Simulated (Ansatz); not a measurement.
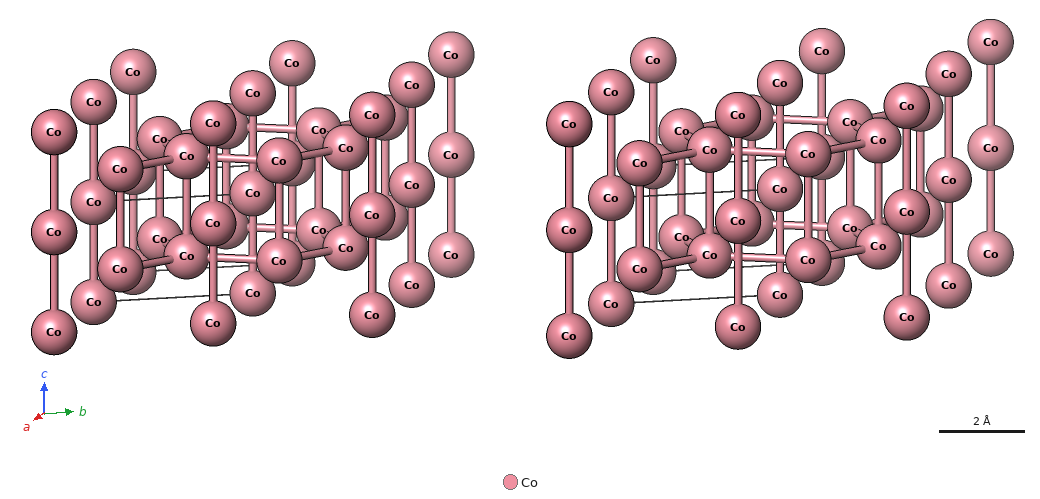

Two geometries of crystalline Co (built on the omega_191 type) (coarse preliminary run), drawn at one scale. One is the start of a relaxation, the other its converged end. A ball-and-stick model of the cell of the calculation, repeated 2 × 2 × 2 with one cell outlined, seen slightly off an axis.

Method: DFT PBEsol, scalar-relativistic, plane waves, PAW (Ansatz). (plane-wave cutoff 420 eV; k-point mesh 6 × 6 × 6; occupations gaussian; smearing width 0.1 eV; collinear spin; cell and atoms relaxed; force threshold 0.04 eV/Å; at most 70 steps)

Question: Which geometry has the lower energy?

Answer: The left one is the relaxed one. Case: omega type (P6/mmm, No. 191). After 4 accepted moves (5 points after the start) the energy has fallen by 203 meV per atom. All forces vanish by symmetry, so only the cell relaxes. Pressure: −27.31 GPa at the start and −0.04 GPa at the end. The SCF was repeated once at an unchanged geometry on a basis and grid sized afresh for the cell, which shifted the energy by 1.6 meV per atom at most. The atoms keep their places relative to the cell (all moves are under 0.005 Å). The volume changes by −16.0 %, with a = b 4.144 → 3.907 Å (−5.7 %), c 2.541 → 2.401 Å (−5.5 %). Among the contacts that change: Co–Co 2.541 → 2.401 Å, Co–Co 2.393 → 2.256 Å. The space group stays P6/mmm (No. 191). The run took roughly 40 core-seconds on a shared host.

Limits of the set-up: the k-point mesh is coarse for a cell with partly filled bands.
